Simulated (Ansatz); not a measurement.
**Geometry relaxation, with input and output: Si (charge −1) (part 1 of 2)**

Si (defect cell, 33 atoms in the cell, total charge −1), computed with DFT PBEsol, scalar-relativistic, plane waves, PAW, spin-polarised (Ansatz 0.2.0).

The structure derives from a Materials Project entry. It belongs to a series of runs on one base structure; here: Si interstitial, charge -1, atoms relaxed at the host's cell.

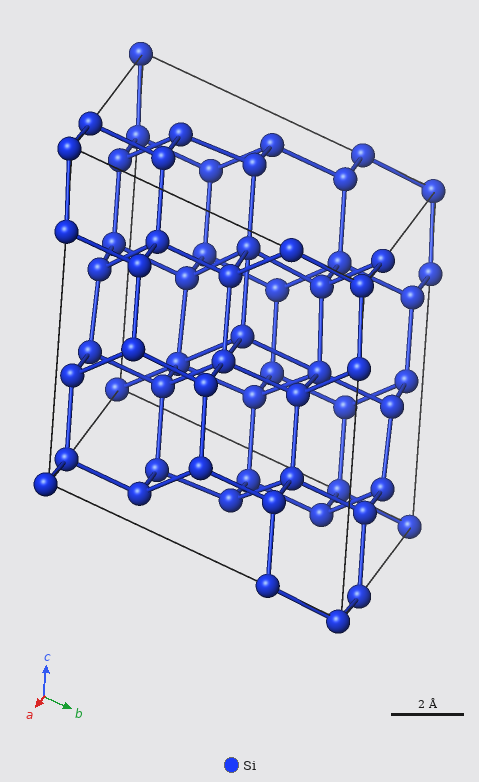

The starting structure (ball-and-stick view of the cell of the calculation, seen slightly off an axis).

### Input
```yaml
crystal:
  lattice:
    - [-5.433834161, 5.433834161, 5.433834161]
    - [5.433834161, -5.433834161, 5.433834161]
    - [5.433834161, 5.433834161, -5.433834161]
  atoms:
    - { symbol: Si, position: [0.2488012717, 0.5, -0.0006533457] }
    - { symbol: Si, position: [0.2505453826, 0.7511987283, 0.7511987283] }
    - { symbol: Si, position: [0.2488012717, -0.0006533457, 0.5] }
    - { symbol: Si, position: [0.5, 0.2488012717, -0.0006533457] }
    - { symbol: Si, position: [0.236751157, 0.236751157, 0.236751157], spin: 0.091 }
    - { symbol: Si, position: [0.5, 0.5, 0.763248843], spin: 0.091 }
    - { symbol: Si, position: [0.5, 0.763248843, 0.5], spin: 0.091 }
    - { symbol: Si, position: [0.7494546174, 0.0006533457, 0.0006533457] }
    - { symbol: Si, position: [0.5, -0.0006533457, 0.2488012717] }
    - { symbol: Si, position: [0.7511987283, 0.2505453826, 0.7511987283] }
    - { symbol: Si, position: [0.763248843, 0.5, 0.5], spin: 0.091 }
    - { symbol: Si, position: [0.0006533457, 0.7494546174, 0.0006533457] }
    - { symbol: Si, position: [0.7511987283, 0.7511987283, 0.2505453826] }
    - { symbol: Si, position: [0.0006533457, 0.0006533457, 0.7494546174] }
    - { symbol: Si, position: [-0.0006533457, 0.2488012717, 0.5] }
    - { symbol: Si, position: [-0.0006533457, 0.5, 0.2488012717] }
    - { symbol: Si, position: [0.0, 0.25, 0.75] }
    - { symbol: Si, position: [0.0117449623, 0.5, 0.5] }
    - { symbol: Si, position: [0.0, 0.75, 0.25] }
    - { symbol: Si, position: [0.25, 0.0, 0.75] }
    - { symbol: Si, position: [-0.0117449623, -0.0117449623, -0.0117449623] }
    - { symbol: Si, position: [0.2488689838, 0.2488689838, 0.5], spin: 0.091 }
    - { symbol: Si, position: [0.2488689838, 0.5, 0.2488689838], spin: 0.091 }
    - { symbol: Si, position: [0.5, 0.7511310162, 0.7511310162], spin: 0.091 }
    - { symbol: Si, position: [0.25, 0.75, 0.0] }
    - { symbol: Si, position: [0.5, 0.0117449623, 0.5] }
    - { symbol: Si, position: [0.5, 0.2488689838, 0.2488689838], spin: 0.091 }
    - { symbol: Si, position: [0.7511310162, 0.5, 0.7511310162], spin: 0.091 }
    - { symbol: Si, position: [0.5, 0.5, 0.0117449623] }
    - { symbol: Si, position: [0.7511310162, 0.7511310162, 0.5], spin: 0.091 }
    - { symbol: Si, position: [0.75, 0.0, 0.25] }
    - { symbol: Si, position: [0.75, 0.25, 0.0] }
    - { symbol: Si, position: [0.5, 0.5, 0.5], spin: 0.091 }
  host:
    lattice:
      - [0.0, 2.7169170805, 2.7169170805]
      - [2.7169170805, 0.0, 2.7169170805]
      - [2.7169170805, 2.7169170805, 0.0]
    atoms:
      - { symbol: Si, position: [0.25, 0.25, 0.25] }
      - { symbol: Si, position: [0.0, 0.0, 0.0] }
total_charge: -1
basis:
  ecutwfc: 420
  xc_grid: 2
kpoints:
  mp_grid: { grid: [3, 3, 3], shift: [0.0, 0.0, 0.0] }
hamiltonian:
  xc: pbesol
scf:
  occupations: { method: gaussian, width: 0.02 }
output:
  forces: true
  stress: false
  eigenvalues: true
  populations: true
  charged_corrections:
    defect_position: [0.5, 0.5, 0.5]
    epsilon: [[13.2922, 0.0, 0.0], [0.0, 13.2922, 0.0], [0.0, 0.0, 13.2922]]
  write_density: true
  write_potential: true
  elf: true
  volumetric_format: npy
magnetization:
  spin_polarized: true
relax:
  adjacent_minimum: "off"
  f_tol: 0.025
  max_steps: 45
```

Hardware: 4 threads of Arm Neoverse V2, 24 GiB of memory available, shared host.

Launch command:
```bash
ansatz run input.yaml --threads 4 --pin off --max-ram 6144MiB --backend cpu --events-out ev --progress --plain --runs-dir out
```

### What the program printed
```
Engine: ansatz 0.2.0, aarch64-unknown-linux-gnu
Pseudopotentials: kind: paw
Pseudopotential: Si, paw, valence charge 4, recommended cutoff 420 eV (normal), Si.paw.azcp
Functional definition: PBEsol
  exchange = pbesol_x
  correlation = pbesol_c
Crystal: 33 atoms, lattice volume = 641.770 Å³
Basis set: ecut = 420 eV, 12527 PW (Γ), exchange–correlation on 128×128×128 points (8 copies of the dense FFT grid, shifted against one another)
Bands: 101, of which v1, the nominal top of the filled ones, is band 67 counted from 1 (66 counted from 0)
Symmetry: 24 space group operations
Space group: I-43m (ITA 217), of the structure as read, at distance tolerance 8.6e-5 Å
Magnetic group: BNS 217.78 (UNI 1580), of the structure as read, at distance tolerance 8.6e-5 Å
k-points: 4 of 27 (time reversal used)
Non-local potential: Si, projectors of the file, l = 0: 2, l = 1: 2, l = 2: 2
PAW form: soft (Blöchl's): semilocal exchange-correlation on the pseudo side does not see the compensation charge
PAW frozen core: Si, regenerated for the run's functional, and the local potential with it (the file was generated under x = pbe(κ = 0.804, μ = 0.2195149727645171), c = pbe(β = 0.06672455060314922))
PAW one-centre angular grid: Si, 110 points (default); XC on 64 Gauss nodes
Initial density: superposition of atomic densities (chi_scale 0.1, normalization cell)
Starting moments: Σ|m| = 1.001 μB on 11 of 33 sites
Initial wavefunctions: pseudopotential atomic-orbital guess
Functional: x = pbesol(κ = 0.804, μ = 0.12345679012345678), c = pbesol(β = 0.046)
SCF iter   1: F=—  HF=-20501.612630 eV  |F-HF|=—  |Δ(HF+E_count)|=         —  Δρ=2.17e-2 (↑2.15e-2 ↓2.17e-2)  dr2=1.04e1  dr2_m=4.61e-3  M=1.035 μB ∫|m|=1.035 μB  β_m=0.30  ethr=3.10e-3  ⟨swp⟩=7.0  Hψ=4028  notcnv=0  defer=37
preconditioner: auto → Kerker (q_TF=auto, 2.099 Å⁻¹)  [metal: Δε(μ)=0.009 eV  Ē_g=8.009 eV  σ=0.020 eV  W_gap=0.24  n_scr=86 (ndim 8)  ℏωp=16.9 eV  f_vac=0.000  D(μ)=45.17/eV (n_scr^D=530)]
spin=Collinear: Kerker preconditioning applied to the charge; magnetization (m = ρ↑ − ρ↓) channel mixes plain (no charge-response kernel on spin).
SCF iter   2: F=—  HF=-20500.414734 eV  |F-HF|=—  |Δ(HF+E_count)|=    1.20e0  Δρ=1.65e-2 (↑1.63e-2 ↓1.65e-2)  dr2=6.26e0  dr2_m=2.69e-3  M=1.097 μB ∫|m|=1.097 μB  β_m=0.30  ethr=3.10e-3  ⟨swp⟩=1.0  Hψ=936  notcnv=0  defer=38
SCF iter   3: F=—  HF=-20498.596122 eV  |F-HF|=—  |Δ(HF+E_count)|=    1.82e0  Δρ=2.36e-3 (↑2.36e-3 ↓2.35e-3)  dr2=1.18e-1  dr2_m=1.50e-3  M=1.045 μB ∫|m|=1.045 μB  β_m=0.30  ethr=3.10e-3  ⟨swp⟩=2.9  Hψ=1169  notcnv=0  defer=38
SCF iter   4: F=—  HF=-20498.599549 eV  |F-HF|=—  |Δ(HF+E_count)|=   3.43e-3  Δρ=1.75e-3 (↑1.73e-3 ↓1.75e-3)  dr2=7.75e-2  dr2_m=8.91e-4  M=1.083 μB ∫|m|=1.083 μB  β_m=0.30  ethr=8.87e-5  ⟨swp⟩=1.9  Hψ=989  notcnv=0  defer=212
SCF iter   5: F=—  HF=-20498.620221 eV  |F-HF|=—  |Δ(HF+E_count)|=   2.07e-2  Δρ=4.24e-4 (↑4.24e-4 ↓3.86e-4)  dr2=1.72e-3  dr2_m=5.33e-4  M=1.085 μB ∫|m|=1.085 μB  β_m=0.30  ethr=5.83e-5  ⟨swp⟩=3.0  Hψ=1192  notcnv=0  defer=212
SCF iter   6: F=—  HF=-20498.619134 eV  |F-HF|=—  |Δ(HF+E_count)|=   1.09e-3  Δρ=3.24e-4 (↑3.24e-4 ↓2.86e-4)  dr2=7.23e-4  dr2_m=3.43e-4  M=1.125 μB ∫|m|=1.125 μB  β_m=0.30  ethr=1.29e-6  ⟨swp⟩=2.5  Hψ=978  notcnv=0  defer=212
SCF iter   7: F=—  HF=-20498.618567 eV  |F-HF|=—  |Δ(HF+E_count)|=   5.68e-4  Δρ=2.14e-4 (↑2.14e-4 ↓1.99e-4)  dr2=6.25e-5  dr2_m=2.35e-4  M=1.159 μB ∫|m|=1.159 μB  β_m=0.30  ethr=5.44e-7  ⟨swp⟩=2.0  Hψ=1110  notcnv=0  defer=212
SCF iter   8: F=—  HF=-20498.618945 eV  |F-HF|=—  |Δ(HF+E_count)|=   3.78e-4  Δρ=1.73e-4 (↑1.73e-4 ↓1.60e-4)  dr2=4.11e-5  dr2_m=1.61e-4  M=1.184 μB ∫|m|=1.184 μB  β_m=0.30  ethr=1.17e-8  ⟨swp⟩=19.6  Hψ=8907  notcnv=0
Mixer restart at iter 8: flushing history
spin-set hold released at iteration 8 (site moments contracting): the magnetisation degrees of freedom join the quasi-Newton model from the next iteration; the mixer history was flushed
SCF iter   9: F=—  HF=-20498.619211 eV  |F-HF|=—  |Δ(HF+E_count)|=   2.66e-4  Δρ=1.47e-4 (↑1.47e-4 ↓1.32e-4)  dr2=4.50e-5  dr2_m=1.11e-4  M=1.205 μB ∫|m|=1.205 μB  β_m=0.47  ethr=3.09e-8  ⟨swp⟩=2.0  Hψ=1137  notcnv=0
SCF iter  10: F=—  HF=-20498.619739 eV  |F-HF|=—  |Δ(HF+E_count)|=   5.28e-4  Δρ=4.80e-5 (↑4.80e-5 ↓3.94e-5)  dr2=1.82e-5  dr2_m=1.02e-5  M=1.258 μB ∫|m|=1.259 μB  β_m=0.74  ethr=3.09e-8  ⟨swp⟩=3.6  Hψ=1682  notcnv=0
SCF iter  11: F=—  HF=-20498.619782 eV  |F-HF|=—  |Δ(HF+E_count)|=   4.37e-5  Δρ=5.91e-6 (↑5.90e-6 ↓5.91e-6)  dr2=1.71e-6  dr2_m=7.06e-8  M=1.271 μB ∫|m|=1.272 μB  β_m=0.87  ethr=1.17e-8  ⟨swp⟩=14.8  Hψ=7050  notcnv=0
SCF iter  12: F=-20498.619783 eV  HF=-20498.619783 eV  |F-HF|=2.48e-9  |Δ(HF+E_count)|=   6.38e-8  Δρ=1.62e-6 (↑1.61e-6 ↓1.62e-6)  dr2=1.28e-7  dr2_m=3.92e-9  M=1.271 μB ∫|m|=1.271 μB  ethr=1.29e-9  ⟨swp⟩=8.2  Hψ=4341  notcnv=0
SCF 1 converged in 12 iterations: F = -20498.619783 eV  dr2 = 1.28e-7
  greatest PAW one-centre occupation: 0.733 electrons in one spin orbital (limit 2), on the Si atom at site 32 (counted from 0), in its partial waves of l = 0
relax step   1: F+E_penalty+E_count = -20498.61978252 eV  Δ(F+E_penalty+E_count) = +0.000e0 eV  max|allowed force component| = 4.737e-2 eV/Å  Δτ_max = 0.0000 Å  (12 SCF iters, dr2 threshold 1.56e-5 eV, accepted)
Initial density: handed on by an earlier stage of this run
Starting moments: Σ|m| = 1.001 μB on 11 of 33 sites; this step starts from the density that it was given
Initial wavefunctions: those handed on with the density
iter 1 solved again at ethr=5.18e-7 eV; its pass at ethr=3.10e-3 eV (dr2=6.88e-4 eV) is discarded
SCF iter   1: F=—  HF=-20498.622437 eV  |F-HF|=—  |Δ(HF+E_count)|=         —  Δρ=1.59e-4 (↑1.57e-4 ↓1.59e-4)  dr2=7.71e-4  dr2_m=2.48e-6  M=1.287 μB ∫|m|=1.287 μB  β_m=0.30  ethr=5.18e-7  ⟨swp⟩=2.5  Hψ=2404  notcnv=0  defer=212
preconditioner: auto → Kerker (q_TF=auto, 2.099 Å⁻¹)  [metal: Δε(μ)=0.004 eV  Ē_g=7.875 eV  σ=0.020 eV  W_gap=0.12  n_scr=86 (ndim 8)  ℏωp=16.9 eV  f_vac=0.000  D(μ)=31.88/eV (n_scr^D=320)]
spin=Collinear: Kerker preconditioning applied to the charge; magnetization (m = ρ↑ − ρ↓) channel mixes plain (no charge-response kernel on spin).
SCF iter   2: F=—  HF=-20498.622396 eV  |F-HF|=—  |Δ(HF+E_count)|=   4.14e-5  Δρ=1.16e-4 (↑1.14e-4 ↓1.16e-4)  dr2=3.76e-4  dr2_m=1.34e-6  M=1.287 μB ∫|m|=1.288 μB  β_m=0.65  ethr=5.18e-7  ⟨swp⟩=1.0  Hψ=596  notcnv=0  defer=212
SCF iter   3: F=—  HF=-20498.622320 eV  |F-HF|=—  |Δ(HF+E_count)|=   7.60e-5  Δρ=1.31e-5 (↑1.29e-5 ↓1.31e-5)  dr2=7.58e-6  dr2_m=1.52e-8  M=1.288 μB ∫|m|=1.288 μB  β_m=0.75  ethr=2.83e-7  ⟨swp⟩=2.2  Hψ=921  notcnv=0  defer=212
SCF iter   4: F=—  HF=-20498.622494 eV  |F-HF|=—  |Δ(HF+E_count)|=   1.75e-4  Δρ=3.03e-6 (↑2.89e-6 ↓3.03e-6)  dr2=5.09e-7  dr2_m=1.30e-9  M=1.288 μB ∫|m|=1.289 μB  β_m=0.88  ethr=5.70e-9  ⟨swp⟩=2.2  Hψ=1012  notcnv=0  defer=212
SCF iter   5: F=-20498.622494 eV  HF=-20498.622494 eV  |F-HF|=6.49e-9  |Δ(HF+E_count)|=   4.04e-8  Δρ=5.55e-7 (↑5.32e-7 ↓5.55e-7)  dr2=1.74e-8  dr2_m=2.14e-11  M=1.288 μB ∫|m|=1.288 μB  ethr=7.52e-11  ⟨swp⟩=14.6  Hψ=5851  notcnv=0
SCF 2 converged in 5 iterations: F = -20498.622494 eV  dr2 = 1.74e-8
relax step   2: F+E_penalty+E_count = -20498.62249431 eV  Δ(F+E_penalty+E_count) = -2.712e-3 eV  max|allowed force component| = 1.621e-2 eV/Å  Δτ_max = 0.0058 Å  (5 SCF iters, accepted)
```

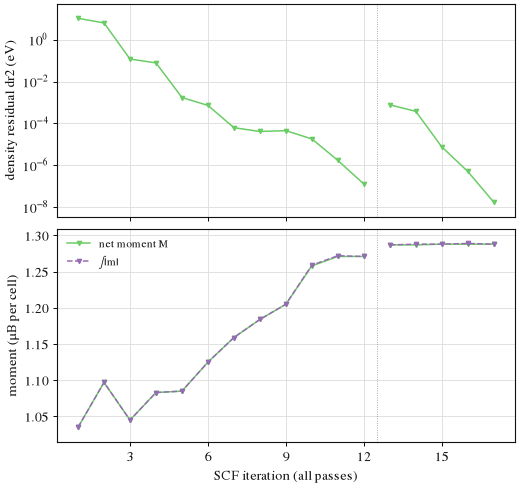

Convergence of the self-consistent field: density residual dr2 and magnetic moment against the SCF iteration. The dotted lines part the SCF passes of the relaxation: geometry steps, rejected trials and re-solves on a re-selected basis. The passes take 12 and 5 iterations. The net moment goes from 1.0 to 1.3 μB per cell.

```
SCF converged after 5 iterations
Magnetization: 1.2876 μB (67.1438 up, 65.8562 down)
Absolute magnetization: 1.2885 μB (∫|ρ↑−ρ↓|, with the PAW one-centre terms)
Spin contamination: 0.0013 ħ² per cell (⟨S²⟩ above its minimum at these occupations)
Per-site moments (μB) at R_I (Å): [(0.009932775484349218, 0.9613622836300891), (0.009932775484349222, 0.9613622836300889), (0.009932775484349263, 0.9613622836300888), (0.009932775484349251, 0.9613622836300891), (0.017455796698325605, 0.9659338191494798), (0.017455796698325598, 0.965933819149481), (0.01745579669832566, 0.9659338191494815), (0.009932775484349262, 0.9613622836300888), (0.009932775484349267, 0.9613622836300888), (0.00993277548434926, 0.9613622836300889), (0.017455796698325636, 0.9659338191494815), (0.009932775484349227, 0.9613622836300888), (0.009932775484349234, 0.9613622836300886), (0.009932775484349267, 0.9613622836300888), (0.00993277548434923, 0.9613622836300888), (0.009932775484349204, 0.9613622836300888), (0.007057890014216824, 0.9682863072145076), (0.011579991228005864, 0.9613622836300888), (0.0070578900142168185, 0.9682863072145075), (0.007057890014216883, 0.9682863072145076), (0.0115799912280059, 0.9613622836300888), (0.01212171413439326, 0.9682561323217426), (0.012121714134393235, 0.968256132321742), (0.012121714134393242, 0.9682561323217422), (0.0070578900142168055, 0.9682863072145075), (0.011579991228005907, 0.9613622836300888), (0.012121714134393242, 0.968256132321742), (0.012121714134393254, 0.9682561323217422), (0.01157999122800585, 0.9613622836300886), (0.012121714134393235, 0.9682561323217426), (0.007057890014216873, 0.9682863072145075), (0.007057890014216809, 0.9682863072145075), (0.089379581290188, 1.0222660211583572)]
Free energy (F): -20498.622494 eV
Harris-Foulkes:  -20498.622494 eV  (|F-HF|=6.49e-9)
Internal energy: -20498.616128 eV  (E = F + TS)
E sigma→0 (E₀):  -20498.619311 eV
Entropy (-TS):   -0.006366 eV (-0.193 meV/atom)
Fermi energy:    7.299088 eV
--- Per-component energies (eV) ---
  E_band       = 179.674876
  E_kinetic    = 1349.930943
  E_local      = -888.243995  (includes V_loc(G=0)·N_el)
  E_nonlocal   = 863.728555
  E_hartree    = 249.097402
  E_xc         = -1819.033751
  E_vxc        = -1563.983006  (∫ρ·V_xc dr)
  E_paw        = -16463.728920  (= ΣΔE_a)
  E_vpaw       = -79.951752  (= ΣTr[D̂ρ^β])
  E_aug_tail   = 0.000200  (compensation charges beyond the density's cutoff)
  E_ewald      = -3791.408064
  E_core_change = 1.041502  (= ΣΔE_core)
  E_smearing   = -0.006366  (= −TS)
  E_closure    = 0.000000  (closes the sum)
  E_deformation_potential = -12.939475  (in the stress; not in F)
  Σ components = -20498.622494   (vs F -20498.622494, Δ=0.00e0)
--- Forces (eV/Å), atoms counted from 1 ---
  atom   1  Si     0.00518887     0.00053617    -0.00518887
  atom   2  Si    -0.00053617     0.00518887     0.00518887
  atom   3  Si     0.00518887    -0.00518887     0.00053617
  atom   4  Si     0.00053617     0.00518887    -0.00518887
  atom   5  Si    -0.00025461    -0.00025461    -0.00025461
  atom   6  Si     0.00025461     0.00025461    -0.00025461
  atom   7  Si     0.00025461    -0.00025461     0.00025461
  atom   8  Si    -0.00053617    -0.00518887    -0.00518887
  atom   9  Si     0.00053617    -0.00518887     0.00518887
  atom  10  Si     0.00518887    -0.00053617     0.00518887
  atom  11  Si    -0.00025461     0.00025461     0.00025461
  atom  12  Si    -0.00518887    -0.00053617    -0.00518887
  atom  13  Si     0.00518887     0.00518887    -0.00053617
  atom  14  Si    -0.00518887    -0.00518887    -0.00053617
  atom  15  Si    -0.00518887     0.00518887     0.00053617
  atom  16  Si    -0.00518887     0.00053617     0.00518887
  atom  17  Si     0.00000000     0.00000000     0.00000000
  atom  18  Si     0.00149390    -0.00149390    -0.00149390
  atom  19  Si     0.00000000     0.00000000    -0.00000000
  atom  20  Si     0.00000000     0.00000000     0.00000000
  atom  21  Si     0.00149390     0.00149390     0.00149390
  atom  22  Si    -0.00000000    -0.00000000     0.01620720
  atom  23  Si     0.00000000     0.01620720    -0.00000000
  atom  24  Si    -0.01620720     0.00000000    -0.00000000
  atom  25  Si    -0.00000000     0.00000000     0.00000000
  atom  26  Si    -0.00149390     0.00149390    -0.00149390
  atom  27  Si     0.01620720    -0.00000000     0.00000000
  atom  28  Si    -0.00000000    -0.01620720     0.00000000
  atom  29  Si    -0.00149390    -0.00149390     0.00149390
  atom  30  Si    -0.00000000     0.00000000    -0.01620720
  atom  31  Si    -0.00000000    -0.00000000     0.00000000
  atom  32  Si     0.00000000    -0.00000000    -0.00000000
  atom  33  Si    -0.00000000    -0.00000000     0.00000000
  max |Σ_I F_I| component: 6.09e-17 eV/Å
--- Charged-cell corrections in eV (Makov–Payne, q = -1.000 e, ε = 13.292) ---
  F (periodic)     = -20498.622494  (uncorrected; the corrections below are reported, never added to it)
  E_corr1          = +0.181384  (monopole, q²α_M/2εL)
  F Makov-Payne    = -20498.441111  (F + E_corr1; no measured alignment; for a localised charge, not one spread in a band: unchecked)
  no potential alignment in this run, which stands beside a crystal: run the host's input off ansatz write-host-input, and read the two finished runs by ansatz place-levels (neither reads a slab, a wire or a sheet, whose cell leaves a vacuum)
--- Band table (eV; the first three rows and the last of 8) ---
  k-point 0 ↑: bands = ["-6.0953", "-4.6789", "-3.8786", "-3.8786", "-3.8786", "-3.5883", "-3.5883", "-3.5883", "-3.5475", "-3.5475", "-3.5015", "-3.5015", "-3.5015", "-1.7475", "-1.5969", "-1.5969", "-1.5969", "-1.4777", "-1.4777", "0.0167", "0.5753", "0.5753", "0.5753", "0.7932", "0.7932", "0.7932", "0.8444", "0.8444", "0.9036", "0.9036", "0.9036", "1.1828", "2.2180", "2.2180", "2.2180", "2.4831", "2.4831", "2.4831", "2.5433", "2.5433", "2.5869", "2.5869", "2.5869", "3.2334", "3.2334", "3.2334", "3.5310", "3.5310", "3.5310", "4.7857", "4.7857", "4.7857", "4.8084", "4.8084", "5.0135", "5.0135", "5.0135", "5.0767", "5.1139", "5.1139", "5.1139", "5.1420", "6.2829", "6.2829", "6.2829", "6.6868", "6.6868", "6.6868", "6.9121", "6.9121", "7.6652", "7.6652", "7.6652", "7.9652", "8.6353", "8.6353", "8.6353", "8.6578", "8.6578", "8.7354", "8.7354", "8.7354", "8.7997", "8.7997", "8.7997", "9.5352", "10.2425", "10.4268", "10.4268", "10.4268", "10.8186", "10.8186", "11.0957", "11.0957", "11.0957", "11.1410", "11.1410", "11.1410", "11.1716", "11.1716", "11.1716"]
```
